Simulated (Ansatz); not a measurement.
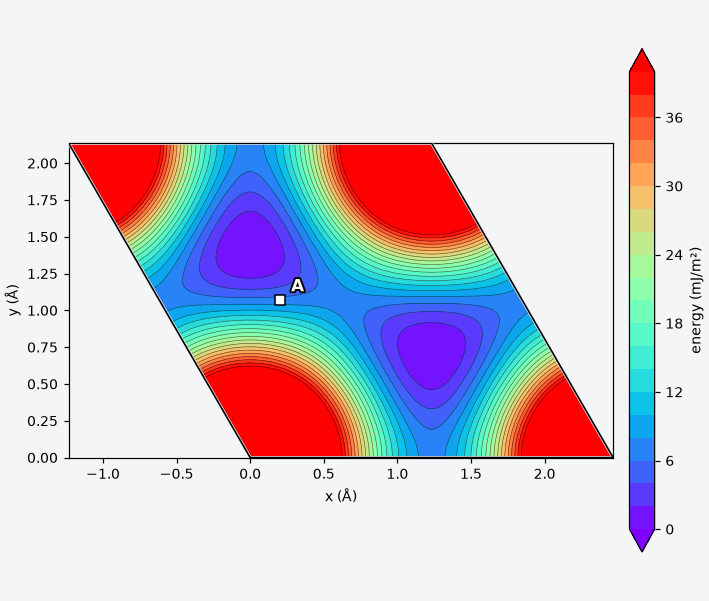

A bilayer of two C sheets (4 atoms in the cell). The upper layer of a bilayer is slid over the lower one; relaxed at each slide: nothing; the origin of the map has C3 above C1; the distance between the facing planes is held at 3.31 Å. Places are given modulo a cell vector. The map is drawn in real space over the plane of the slide. The grid has 6 × 6 points; 7 points were computed and 29 follow by symmetry. Energies: mJ/m², counted from the lowest grid point. At a held distance the lowest stacking need not be the one that binds best once the distance relaxes. Theory: DFT PBE+D3(BJ), scalar-relativistic, plane waves, PAW in Ansatz. Settings: cutoff 420 eV, k-mesh 15×15×1, gaussian smearing 0.1 eV, no spin polarisation.

Drawn: filled contours, the outline of one cell of the plane, one colour for all values above the top of the scale, the point A. Between grid points the surface is interpolated.

Is A at rest? If not, where is it pushed?

A, at (2/6, 3/6) of the cell vectors, is not a stationary point. The computed force is 0.012 eV/Å in the plane, pointing up in the picture (components 0.000 and 0.012 eV/Å, for the cell of 5.26 Å², or 38 mJ/m² for each Å).

PAW datasets: the set soft_1.
